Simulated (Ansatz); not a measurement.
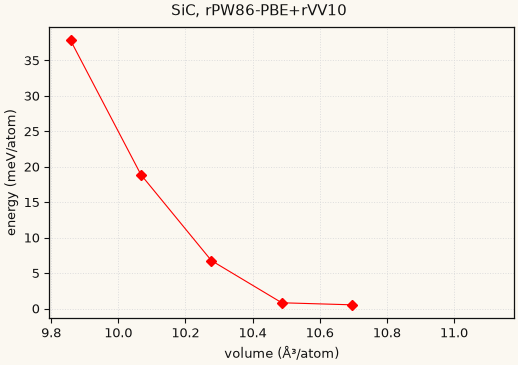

The plot gives the computed energy against volume for SiC, space group P6_3mc (No. 186).

Cell as given: a = 3.095 Å, b = 3.095 Å, c = 15.170 Å, α = 90.00°, β = 90.00°, γ = 120.00°; 12 atoms.

Computed with Ansatz 0.2.0: plane-wave DFT, no spin polarisation; energies at scaled volumes of the given cell, shape and fractions fixed, counted from the fit's minimum, third-order Birch-Murnaghan fit. Level: rPW86-PBE with rVV10.

```tsv
setting	value
k mesh	10×10×2
occupations	Fermi–Dirac
smearing width	0.05 eV
potentials	Ansatz PAW
wave cutoff	420 eV
density cutoff	2100 eV
```

The points at volume 10.91 Å³/atom and 11.12 Å³/atom are left out of the plot. What values does the calculation give there?

```csv
volume (Å³/atom),energy (meV/atom)
10.91,5.31
11.12,14.73
```

Limits of the calculation: the functional was run on potentials made for another functional; shape and atomic fractions are frozen while scaling, which makes layered, chain and framework solids too stiff.
